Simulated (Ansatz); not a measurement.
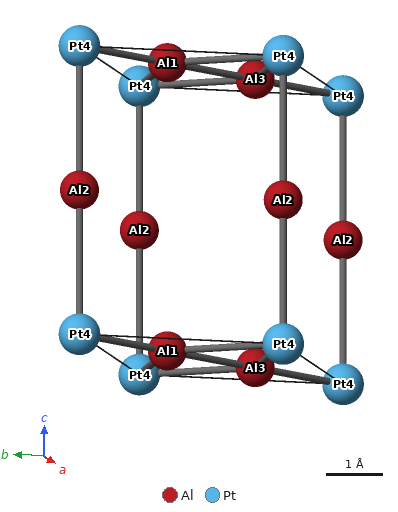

Starting structure of a crystal of Al3Pt (a generated structure, set up in P6/mmm) (coarse preliminary run). The picture is a ball-and-stick view of the cell of the calculation, seen from a free direction.

Method: DFT PBE, scalar-relativistic, plane waves, PAW in Ansatz.

The input:
```yaml
crystal:
  lattice:
    - [3.80095664, 0.0, 0.0]
    - [-1.90047832, 3.29172501, 0.0]
    - [0.0, 0.0, 5.34050275]
  atoms:
    - { symbol: Al, position: [0.33333333, 0.66666667, 0.0] }
    - { symbol: Al, position: [0.0, 0.0, 0.5] }
    - { symbol: Al, position: [0.66666667, 0.33333333, 0.0] }
    - { symbol: Pt, position: [0.0, 0.0, 0.0] }
basis:
  ecutwfc: 420
kpoints:
  mp_grid: { grid: [6, 6, 4] }
hamiltonian:
  xc: pbe
scf:
  occupations: { method: gaussian, width: 0.1 }
  lower_state_search: "off"
output:
  forces: true
  stress: true
  eigenvalues: true
relax:
  adjacent_minimum: "off"
  f_tol: 0.04
  max_steps: 70
  cell: { stress_tol: 0.4 }
```

Command:
```bash
ansatz run input.yaml --threads 1 --pin off --max-ram 2560MiB --backend cpu --events-out ev --progress --plain --runs-dir out
```

**Predict the outcome.**

The energy falls by 5.751 eV per cell of the calculation in 6 accepted moves (8 points after the start). All forces vanish by symmetry, so only the cell relaxes. The pressure goes from 63.11 to 0.08 GPa. The SCF was repeated twice at an unchanged geometry on a basis and grid sized afresh for the cell, which shifted the energy by 67.0 meV per cell of the calculation at most. The atoms keep their places relative to the cell (all moves are under 0.005 Å). The drawn cell changes as follows: a = b 3.801 → 4.450 Å (+17.1 %), c 5.341 → 4.906 Å (−8.1 %); the volume changes by +25.9 %. Some distances before and after: Al1–Pt4 2.194 → 2.569 Å, Al1–Al3 2.194 → 2.569 Å, Al2–Pt4 2.670 → 2.453 Å. The space group stays P6/mmm (No. 191). The run took 39 s on 1 thread of Intel(R) Xeon(R) Processor @ 2.50GHz (Skylake/Cascade Lake) (shared host), peak memory 0.38 GiB.

History of the run:

```
step  E − E(0), meV/atom  pressure, GPa  volume, Å³/atom                      note
   0                0.00          63.11           16.705                          
   1             -766.55          32.84           18.282                          
   2            -1210.86          14.82           19.451                          
   3            -1400.27           5.49           20.019                          
   4            -1418.86          -1.44           21.148                          
   5            -1420.32           0.06           20.844                          
   6            -1437.06           1.03           20.844  same geometry, new basis
   7            -1437.78           0.08           21.035                          
   8            -1437.84           0.08           21.035  same geometry, new basis
```

Final geometry:

```
CELL_PARAMETERS angstrom
4.45010 0.00000 0.00000
-2.22505 3.85390 0.00000
0.00000 0.00000 4.90595
ATOMIC_POSITIONS crystal
Al 0.33333 0.66667 0.00000
Al 0.00000 0.00000 0.50000
Al 0.66667 0.33333 0.00000
Pt 0.00000 0.00000 0.00000
```

The end point in the same view:

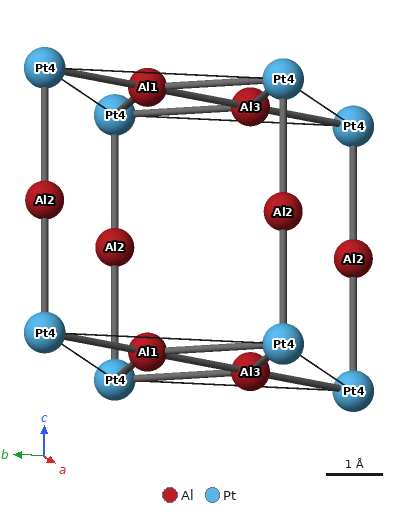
